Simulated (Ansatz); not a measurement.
```
CELL_PARAMETERS angstrom
5.97814 0.00000 0.00000
0.00000 5.97814 0.00000
0.00000 0.00000 5.97814
ATOMIC_POSITIONS crystal
Ga 0.00000 0.00000 0.00000
Ga 0.50000 0.50000 0.50000
Sb 0.50000 0.00000 0.00000
Sb 0.00000 0.50000 0.50000
Sb 0.00000 0.50000 0.00000
Sb 0.50000 0.00000 0.50000
Sb 0.00000 0.00000 0.50000
Sb 0.50000 0.50000 0.00000
```

Space group Im-3m; a generated structure, not necessarily the stable one; changed on purpose from its base cell (volume × 0.97).

Theory: DFT PBE, scalar-relativistic, plane waves, PAW in Ansatz 0.2.0.

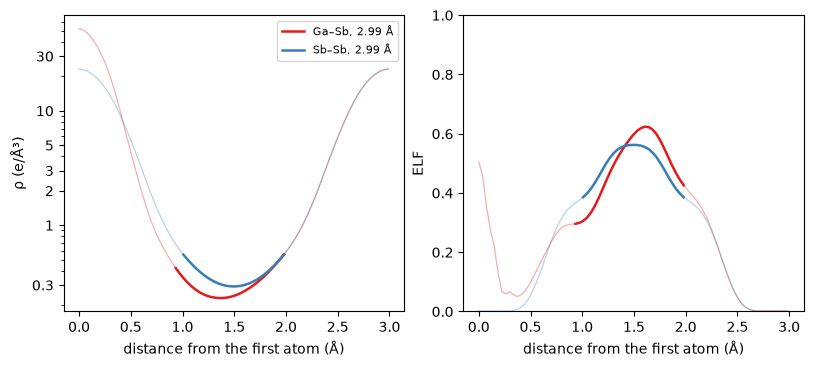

GaSb$_{3}$. Valence charge density (pseudo) and electron localisation function along straight lines between neighbouring atoms. Thin, pale parts lie inside the atomic spheres.

Core electrons are frozen (PAW), and the valence fields are smoothed inside the atomic spheres.

### Compare the contacts.

Ga–Sb (2.99 Å): ρ is about 0.24 e/Å³ halfway; the ELF peaks at about 0.60 between the atoms.
Sb–Sb (2.99 Å): ρ is about 0.29 e/Å³ halfway; the ELF reaches about 0.55 near the midpoint.
